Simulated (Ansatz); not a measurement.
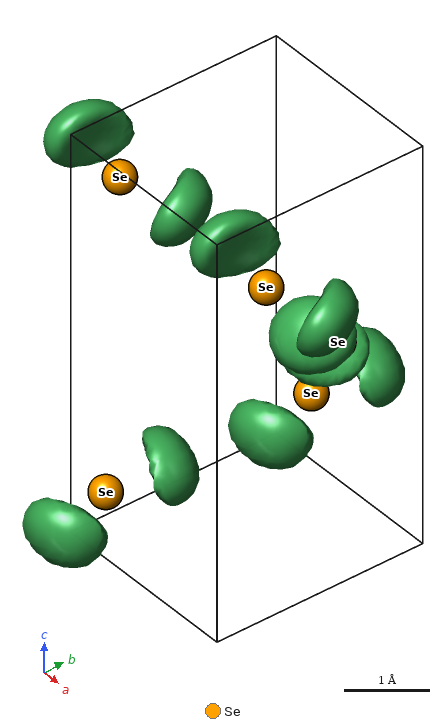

The picture shows: Se. Isosurface of the electron localisation function at 0.85 (green), seen at an oblique angle. Only the valence region is drawn (cores and ρ < 0.01 e/Å³ removed).

Space group P3₂21; changed on purpose from its base cell (biaxial strain in the a-b plane, c and atoms relaxed: +4.0 %).

These are results of DFT PBEsol, scalar-relativistic, plane waves, PAW in Ansatz 0.2.0, not measurements.

In a PAW calculation such maps are meaningful between the atoms, not at the nuclei.

Q: Where are the electrons localised?

A: The ELF exceeds this value in six lobes on Se, pointing away from the bonds (lone pairs, which may merge into one lobe), counted in one cell of 3 atoms. Any copies at cell faces, edges or corners count once. Profiles from the grid: Se–Se (2.42 Å): the ELF peaks at about 0.70 between the atoms.

Q: Does the calculation give a band gap?

A: It is gapped, with a Kohn–Sham gap of 0.72 eV on the k-point mesh (the band edges may lie off the mesh, which would make the gap smaller).
